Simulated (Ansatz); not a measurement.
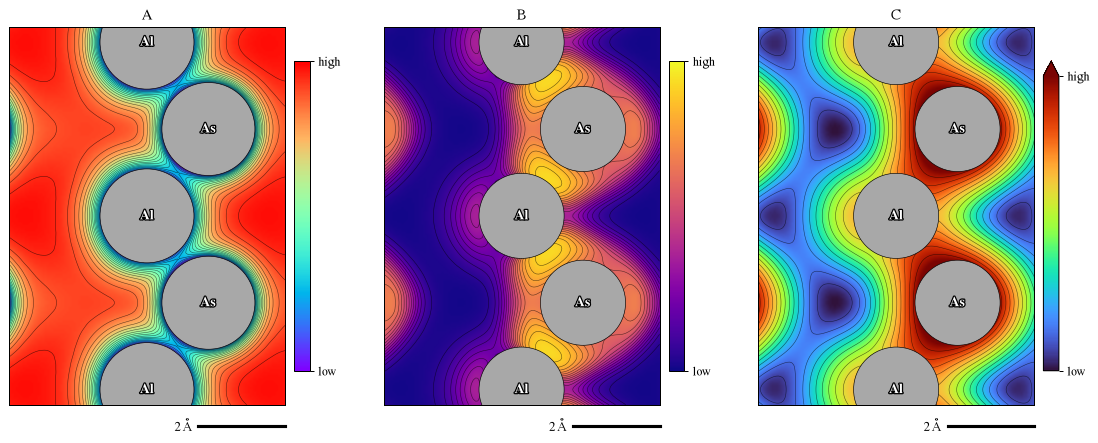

AlAs: 3 fields on the (101) plane of the conventional cell, with unlabelled colour scales. Grey discs cover the atomic cores.

Space group F-43m; started from the zincblende prototype, which need not be the ambient phase.

Theory: Ansatz 0.2.0, DFT, r2SCAN, plane waves, PAW.

Which field does each panel show? The fields are: electron localisation function, electrostatic potential energy of an electron and valence pseudo-density.

Panel A: electrostatic potential energy of an electron (low next to the atoms, rising into the space between them). Panel B: electron localisation function. Panel C: valence pseudo-density. From the grid: Al–As (2.46 Å): ρ is about 0.48 e/Å³ halfway; the ELF peaks at about 0.95 between the atoms (localised, covalent bonding).
